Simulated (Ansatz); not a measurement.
Read the following structure.

```yaml
crystal:
  lattice:
    - [3.15643, 0.00000, 0.00000]
    - [0.00000, 3.15643, 0.00000]
    - [0.00000, 0.00000, 3.15643]
  atoms:
    - { symbol: Ti, position: [0.50000, 0.50000, 0.50000] }
    - { symbol: Al, position: [0.00000, 0.00000, 0.00000] }
```

> Before looking at a picture, describe the arrangement of atoms.

It has the composition TiAl. The lattice is primitive cubic and the space group Pm-3m (No. 221). This arrangement goes by the name caesium chloride (CsCl, B2) type. The cell comprises 1 formula unit: 1 Ti, 1 Al. The Ti atoms are each bonded to eight Al in a cubic arrangement at 2.73 Å. The coordination shell of Al holds eight Ti in a cubic arrangement at 2.73 Å. Not all metal-metal contacts are counted. The bonds build a three-dimensional framework.

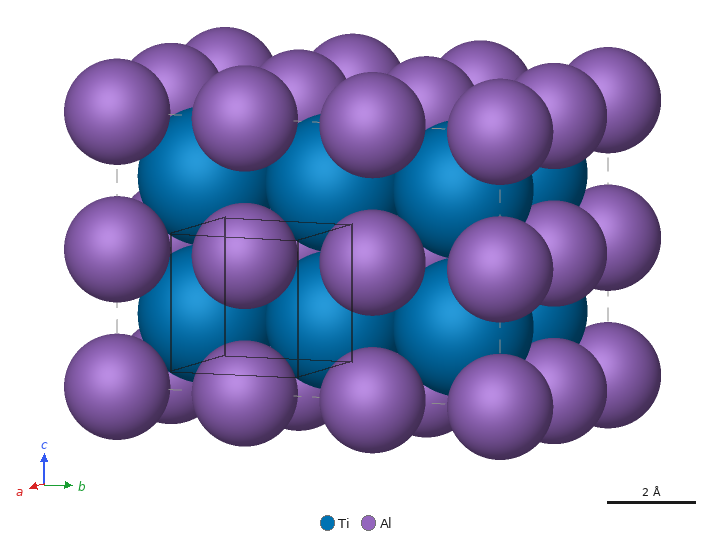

Space-filling drawing of the structure, looking slightly off an axis. The drawing covers 2×3×2 cells, and the solid lines enclose one conventional unit cell. Colours: titanium blue, aluminium purple.

Its origin is a structure listed in the Materials Project, with elements exchanged, so it need not be a known form of the compound. This is the structure after a relaxation with DFT PBEsol, scalar-relativistic, plane waves, PAW in Ansatz 0.2.0.
